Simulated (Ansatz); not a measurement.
# BN: what the electrons do

Space group P6_3mc. This isn't the usual form at ambient conditions. The cell comes from a database of computed structures, not from a measurement.

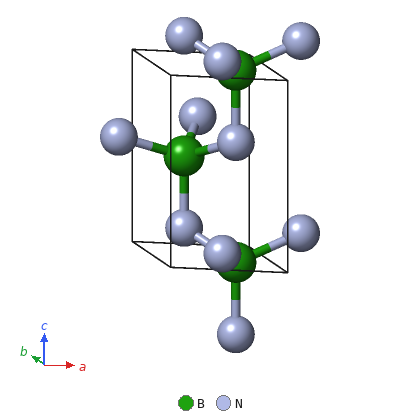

The conventional cell.

```yaml
crystal:
  lattice:
    - [2.55394, 0.00000, 0.00000]
    - [-1.27697, 2.21178, 0.00000]
    - [0.00000, 0.00000, 4.22685]
  atoms:
    - { symbol: B, position: [0.66667, 0.33333, 0.99972] }
    - { symbol: B, position: [0.33333, 0.66667, 0.49972] }
    - { symbol: N, position: [0.66667, 0.33333, 0.62528] }
    - { symbol: N, position: [0.33333, 0.66667, 0.12528] }
```

All numbers below come from DFT PBE, scalar-relativistic, plane waves, PAW (Ansatz).

Core electrons are frozen (PAW), so the maps are meaningful between the atoms, not at the nuclei.

## 1. Bonding charge

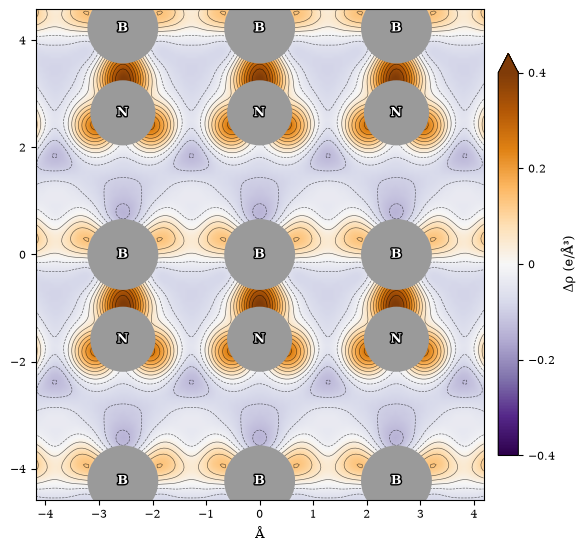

Density of the crystal less the sum of free-atom densities: a map on the (010) plane of the conventional cell, with grey discs over the atomic cores. Cores are masked to 0.7 Å (B) and 0.6 Å (N).

Where does charge go when the atoms form this crystal?

B–N (1.57 Å): Δρ is +0.39 e/Å³ at the midpoint, with a peak of 0.43 e/Å³ 0.6 Å from N: bond charge of a polar bond.
- Over the whole cell, outside the masked cores, the largest gain lies at the edge of the masked core of N, and the largest loss, 0.13 e/Å³, lies 0.9 Å from a boron nucleus and 1.4 Å from a nitrogen one.
- In all about 0.25 e an atom is rearranged against the free atoms.
- Bader charges: B +2.16 and N −2.16 e.

## 2. One group of states

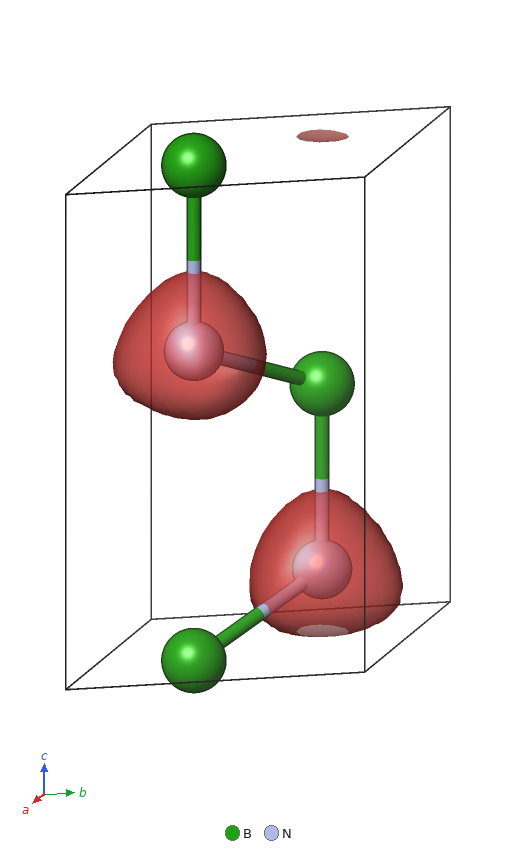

Density of the Kohn–Sham states from −7.2 to −3.6 eV about the valence-band maximum (the middle third of the upper valence band), scaled to one electron a cell: red surface at 0.1 1/Å³, in the conventional cell seen slightly off an axis.

What is the character of these states?

Löwdin projections on the PAW files' atomic orbitals give N 2p (65 %) and B 2p (25 %).
In space (atomic cells sized by Bader volumes) the density divides as N about 90 % and B about 10 %. The two measures disagree here: the projection uses a minimal set of atomic orbitals, while the spatial cells share out diffuse density by volume.

## 3. Change of volume

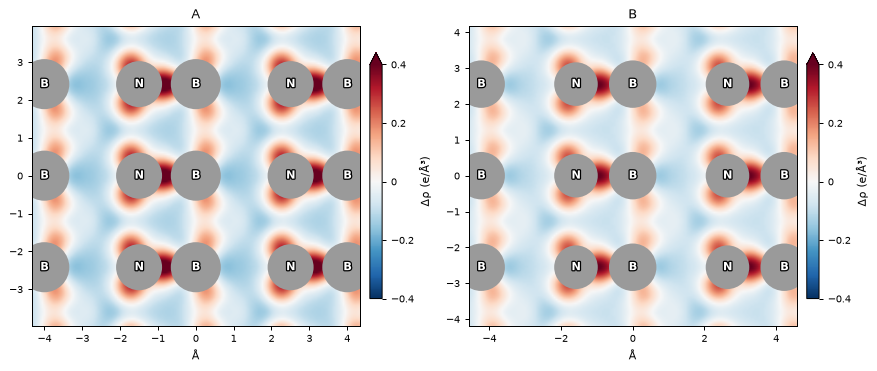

BN: deformation density on the (11̄0) plane of the conventional cell at two volumes, with the same fractional coordinates and one colour scale. Grey discs cover the cores.

Which panel is the larger cell, by how much, and what changes?

B is the larger cell: A has 85 % of the volume of B.
- The pressure is 0 GPa in B and 81 GPa in A.
- Bader charges in B: B +2.16 and N −2.16 e; in A: B +2.22 and N −2.22 e.
- The rearranged charge is 0.25 e an atom in B and 0.27 e in A.

## 4. Moving an atom

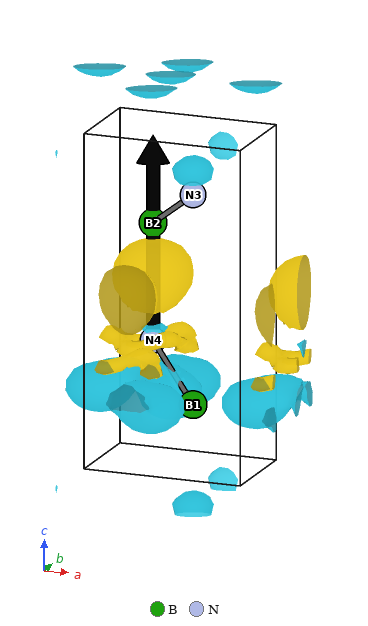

N4 was moved by 0.10 Å along [0 0 1] in the axes of the cell drawn (arrow, not to scale). Change of the density less the rigid motion of the neutral atom's own density: yellow surfaces at +0.03 and cyan ones at −0.03 e/Å³, in the cell of the calculation (origin moved) seen slightly off an axis.

Describe the electronic response.

About 0.12 e is rearranged in the cell. Outside the cores the largest gain lies in the shortest B–N contact, between the masked cores, and the largest loss lies at the edge of the masked core of N.

How much does the computed force on the atom change?

The force on it changes by 4.16 eV/Å along the move, against it: a stiffness of about 42 eV/Å² for this sublattice shift.

## 5. Putting it together

Charge passes from B (Pauling electronegativity 2.04) to N (3.04), the direction that the scale predicts; the Bader charges fall short of whole formal charges, as they usually do. The two pressures give a mean stiffness −ΔP/Δln V of about 500 GPa over this range, with the atoms held at their fractional positions.

Run times: 37 s (base cell), 3.3 s (state densities), 36 s (scaled cell) and 38 s (moved atom), on 1 thread of Arm Neoverse V1, on a shared host.
